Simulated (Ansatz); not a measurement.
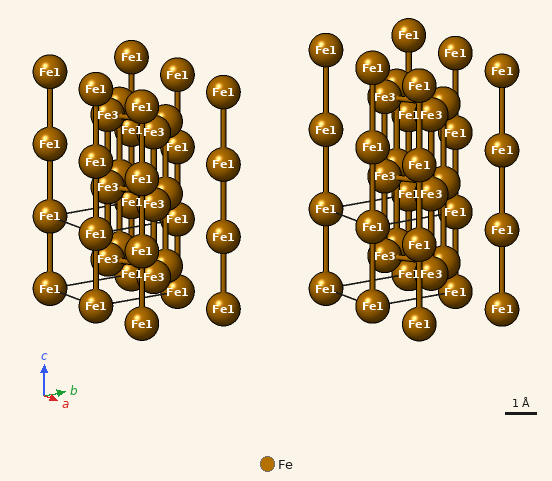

Two geometries of a crystal of Fe (built on the omega_191 type) (coarse preliminary run), drawn at one scale. One is the start of a relaxation, the other its converged end. Style: ball-and-stick. Shown: the cell of the calculation, repeated 2 × 1 × 3 with one cell outlined, slightly off an axis.

The calculation used Ansatz 0.2.0, DFT PBE, scalar-relativistic, plane waves, PAW. Set-up: plane-wave cutoff 420 eV; k-point mesh 6 × 6 × 6; occupations gaussian; smearing width 0.1 eV; collinear spin; cell and atoms relaxed; force threshold 0.04 eV/Å; at most 70 steps.

Which of the two is the end point?

Answer. The left one is the relaxed one. Case: omega type (P6/mmm, No. 191). No atom moves by more than 0.005 Å relative to the cell. Cell: a = b 4.255 → 4.192 Å (−1.5 %), c 2.609 → 2.372 Å (−9.1 %). Volume −11.7 %. Among the contacts that change: Fe–Fe 2.609 → 2.372 Å, Fe–Fe 2.457 → 2.420 Å. The space group stays P6/mmm (No. 191). Over 5 accepted moves (6 points after the start) the energy falls by 0.368 eV per cell of the calculation. All forces vanish by symmetry, so only the cell relaxes. Pressure: −13.14 GPa at the start and 0.05 GPa at the end. At 1 point the geometry stayed and the basis and grid were re-selected for the new cell (energy shift of 3.2 meV per cell of the calculation at most each time).

Limits of the set-up: the k-point mesh is coarse for a cell with partly filled bands.
